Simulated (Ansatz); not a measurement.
**Run report: W, single-point calculation (part 1 of 2)**

- system: W (defect cell, 26 atoms in the cell)
- method: DFT, PBE, plane waves, PAW, no spin polarisation (Ansatz 0.2.0)

The structure derives from an entry of the Crystallography Open Database.

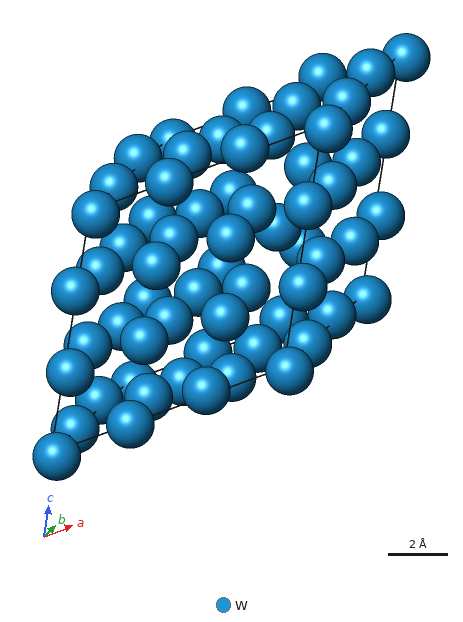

*The input geometry (spheres-only view of the cell of the calculation, seen slightly off an axis).*

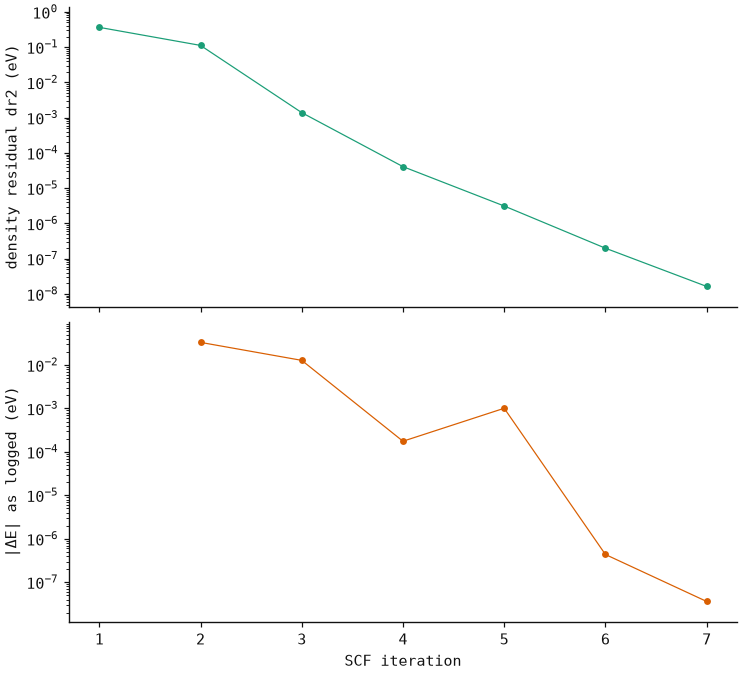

*Convergence of the self-consistent field: density residual dr2 and size of the energy change against the SCF iteration.*

The residual falls at every step.

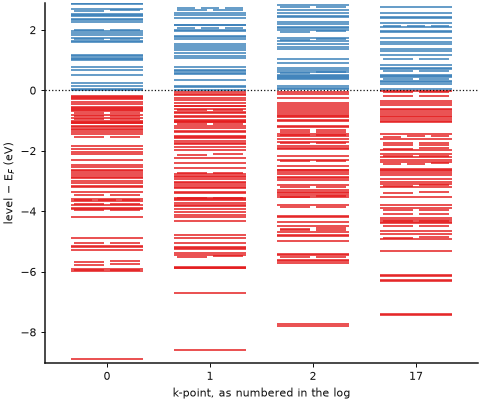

*Kohn–Sham levels near the Fermi level (dotted) at the few k-points that the log prints; levels within 0.02 eV of each other stand side by side.*

The system is metallic on the full mesh.

The input and output of the run follow.

### Input file
```yaml
crystal:
  lattice:
    - [-6.0555093448, 0.0, -6.0555093448]
    - [0.0, -6.0555093448, -6.0555093448]
    - [-6.0555093448, -6.0555093448, 0.0]
  atoms:
    - { symbol: W, position: [0.6666666667, 0.6666666667, 0.5] }
    - { symbol: W, position: [0.6666666667, 0.6666666667, 0.0] }
    - { symbol: W, position: [0.3094115521, 0.6451299351, 0.689395923] }
    - { symbol: W, position: [0.3534784998, 0.6642922483, 0.3425062167] }
    - { symbol: W, position: [0.3534784998, 0.6642922483, -0.0269436315] }
    - { symbol: W, position: [-0.0201451665, 0.669041085, 0.6574937833] }
    - { symbol: W, position: [0.0239217812, 0.6882033982, 0.310604077] }
    - { symbol: W, position: [-0.0201451665, 0.669041085, 0.0269436315] }
    - { symbol: W, position: [0.6451299351, 0.3094115521, 0.689395923] }
    - { symbol: W, position: [0.6642922483, 0.3534784998, 0.3425062167] }
    - { symbol: W, position: [0.6642922483, 0.3534784998, -0.0269436315] }
    - { symbol: W, position: [0.3107308767, 0.3107308767, 0.6827803342] }
    - { symbol: W, position: [0.3388925655, 0.3388925655, 0.3277741011] }
    - { symbol: W, position: [0.3107308767, 0.3107308767, 0.0290912457] }
    - { symbol: W, position: [-0.014684868, 0.3480182013, 0.6546722411] }
    - { symbol: W, position: [-0.014684868, 0.3480182013, 0.3453277589] }
    - { symbol: W, position: [-0.0114830378, 0.3448163711, 0.0] }
    - { symbol: W, position: [0.669041085, -0.0201451665, 0.6574937833] }
    - { symbol: W, position: [0.6882033982, 0.0239217812, 0.310604077] }
    - { symbol: W, position: [0.669041085, -0.0201451665, 0.0269436315] }
    - { symbol: W, position: [0.3480182013, -0.014684868, 0.6546722411] }
    - { symbol: W, position: [0.3480182013, -0.014684868, 0.3453277589] }
    - { symbol: W, position: [0.3448163711, -0.0114830378, 0.0] }
    - { symbol: W, position: [-0.0055592322, -0.0055592322, 0.6722258989] }
    - { symbol: W, position: [0.0226024566, 0.0226024566, 0.3172196658] }
    - { symbol: W, position: [0.0226024566, 0.0226024566, -0.0290912457] }
basis:
  ecutwfc: 420
  xc_grid: 2
kpoints:
  mp_grid: { grid: [4, 4, 4] }
hamiltonian:
  xc: pbe
scf:
  occupations: { method: gaussian, width: 0.1 }
output:
  forces: true
  eigenvalues: true
  stress: true
```

Launch command:
```bash
ansatz run input.yaml --threads 4 --pin off --max-ram 2560MiB --backend cpu --events-out ev --progress --plain --runs-dir out
```

### The program's output
```
Engine: ansatz 0.2.0, x86_64-unknown-linux-gnu
Pseudopotentials: kind: paw
Pseudopotential: W, paw, valence charge 14, recommended cutoff 420 eV (normal), W.paw.azcp
Functional definition: PBE
  parameter kappa = 0.804
  parameter beta = 0.06672455060314922
  exchange = pbe_x(kappa = kappa, mu = beta*pi^2/3)
  correlation = pbe_c(beta = beta)
Crystal: 26 atoms, lattice volume = 444.101 Å³
Basis set: ecut = 420 eV, 8657 PW (Γ), exchange–correlation on 120×120×120 points (8 copies of the dense FFT grid, shifted against one another)
Bands: 219, of which v1, the nominal top of the filled ones, is band 182 counted from 1 (181 counted from 0)
Symmetry: 8 space group operations
Space group: Immm (ITA 71), of the structure as read, at distance tolerance 7.6e-5 Å
k-points: 18 of 64
Non-local potential: W, projectors of the file, l = 0: 3, l = 1: 2, l = 2: 2, l = 3: 1
PAW form: soft (Blöchl's): semilocal exchange-correlation on the pseudo side does not see the compensation charge
PAW one-centre angular grid: W, 590 points (default); XC on 64 Gauss nodes
Initial density: superposition of atomic densities (neutral atoms: chi_scale 0, normalization atom), corrected by the library's trained network
Initial wavefunctions: pseudopotential atomic-orbital guess
Functional: x = pbe(κ = 0.804, μ = 0.2195149727645171), c = pbe(β = 0.06672455060314922)
SCF iter   1: F=—  HF=-269990.799111 eV  |F-HF|=—  |Δ(HF+E_count)|=         —  Δρ=6.83e-3  dr2=3.64e-1  ethr=1.77e-3  ⟨swp⟩=4.1  Hψ=14473  notcnv=0
preconditioner: auto → Kerker (q_TF=auto, 2.639 Å⁻¹)  [metal: Δε(μ)=0.002 eV  Ē_g=4.352 eV  σ=0.100 eV  W_gap=0.01  n_scr=136 (ndim 8)  ℏωp=22.0 eV  f_vac=0.000  D(μ)=24.04/eV (n_scr^D=258)]
SCF iter   2: F=—  HF=-269990.765947 eV  |F-HF|=—  |Δ(HF+E_count)|=   3.32e-2  Δρ=3.82e-3  dr2=1.12e-1  ethr=1.00e-4  ⟨swp⟩=1.0  Hψ=4536  notcnv=0
SCF iter   3: F=—  HF=-269990.753128 eV  |F-HF|=—  |Δ(HF+E_count)|=   1.28e-2  Δρ=4.69e-4  dr2=1.39e-3  ethr=3.07e-5  ⟨swp⟩=2.0  Hψ=4658  notcnv=0
SCF iter   4: F=—  HF=-269990.752952 eV  |F-HF|=—  |Δ(HF+E_count)|=   1.76e-4  Δρ=8.34e-5  dr2=4.09e-5  ethr=3.82e-7  ⟨swp⟩=2.0  Hψ=4919  notcnv=0
SCF iter   5: F=—  HF=-269990.753967 eV  |F-HF|=—  |Δ(HF+E_count)|=   1.01e-3  Δρ=2.12e-5  dr2=3.13e-6  ethr=1.12e-8  ⟨swp⟩=2.0  Hψ=4959  notcnv=0
SCF iter   6: F=—  HF=-269990.753966 eV  |F-HF|=—  |Δ(HF+E_count)|=   4.35e-7  Δρ=5.06e-6  dr2=1.99e-7  ethr=8.61e-10  ⟨swp⟩=2.0  Hψ=4910  notcnv=0
SCF iter   7: F=-269990.753966 eV  HF=-269990.753966 eV  |F-HF|=8.61e-9  |Δ(HF+E_count)|=   3.61e-8  Δρ=1.36e-6  dr2=1.64e-8  ethr=2.75e-11  ⟨swp⟩=9.0  Hψ=15363  notcnv=0
SCF 1 converged in 7 iterations: F = -269990.753966 eV  dr2 = 1.64e-8
  greatest PAW one-centre occupation: 1.000 electrons in one spin orbital (limit 2), on the W atom at site 23 (counted from 0), in its partial waves of l = 0
SCF converged after 7 iterations
Free energy (F): -269990.753966 eV
Harris-Foulkes:  -269990.753966 eV  (|F-HF|=8.61e-9)
Internal energy: -269990.631431 eV  (E = F + TS)
E sigma→0 (E₀):  -269990.692699 eV
Entropy (-TS):   -0.122535 eV (-4.713 meV/atom)
Fermi energy:    20.450841 eV
--- Per-component energies (eV) ---
  E_band       = -2741.260869
  E_kinetic    = 11654.775786
  E_local      = -17512.301467  (includes V_loc(G=0)·N_el)
  E_nonlocal   = 22.798857
  E_hartree    = 6259.645625
  E_xc         = -6918.039803
  E_vxc        = -6179.253559  (∫ρ·V_xc dr)
  E_paw        = -222623.026000  (= ΣΔE_a)
  E_vpaw       = -3246.573753  (= ΣTr[D̂ρ^β])
  E_aug_tail   = -0.001522  (compensation charges beyond the density's cutoff)
  E_ewald      = -40874.482908
  E_smearing   = -0.122535  (= −TS)
  E_closure    = 0.000000  (closes the sum)
  Σ components = -269990.753966   (vs F -269990.753966, Δ=0.00e0)
--- Forces (eV/Å), atoms counted from 1 ---
  atom   1  W     -0.00000000    -0.00000000     0.00000000
  atom   2  W     -0.00000000    -0.00000000     0.00000000
  atom   3  W     -0.00856891     0.00856891    -0.01279431
  atom   4  W     -0.01996950    -0.00037096     0.00963393
  atom   5  W      0.00037096     0.01996950     0.00963393
  atom   6  W      0.01996950     0.00037096    -0.00963393
  atom   7  W      0.00856891    -0.00856891     0.01279431
  atom   8  W     -0.00037096    -0.01996950    -0.00963393
  atom   9  W      0.00856891    -0.00856891    -0.01279431
  atom  10  W     -0.00037096    -0.01996950     0.00963393
  atom  11  W      0.01996950     0.00037096     0.00963393
  atom  12  W      0.00507592     0.00507592     0.01567445
  atom  13  W      0.00000000     0.00000000    -0.00029809
  atom  14  W     -0.00507592    -0.00507592     0.01567445
  atom  15  W     -0.00706014    -0.01243307     0.00000000
  atom  16  W      0.01243307     0.00706014     0.00000000
  atom  17  W     -0.01551348     0.01551348     0.00000000
  atom  18  W      0.00037096     0.01996950    -0.00963393
  atom  19  W     -0.00856891     0.00856891     0.01279431
  atom  20  W     -0.01996950    -0.00037096    -0.00963393
  atom  21  W     -0.01243307    -0.00706014     0.00000000
  atom  22  W      0.00706014     0.01243307     0.00000000
  atom  23  W      0.01551348    -0.01551348     0.00000000
  atom  24  W      0.00000000     0.00000000     0.00029809
  atom  25  W     -0.00507592    -0.00507592    -0.01567445
  atom  26  W      0.00507592     0.00507592    -0.01567445
  max |Σ_I F_I| component: 8.67e-18 eV/Å
--- Stress (GPa, compression-positive) ---
       -3.286769       0.674628       0.000000
        0.674628      -3.286769       0.000000
        0.000000       0.000000      -6.862091
  P = ⅓ Tr σ = -4.4785 GPa (-44.785 kbar)
--- Band table (eV; the first three rows and the last of 18) ---
```
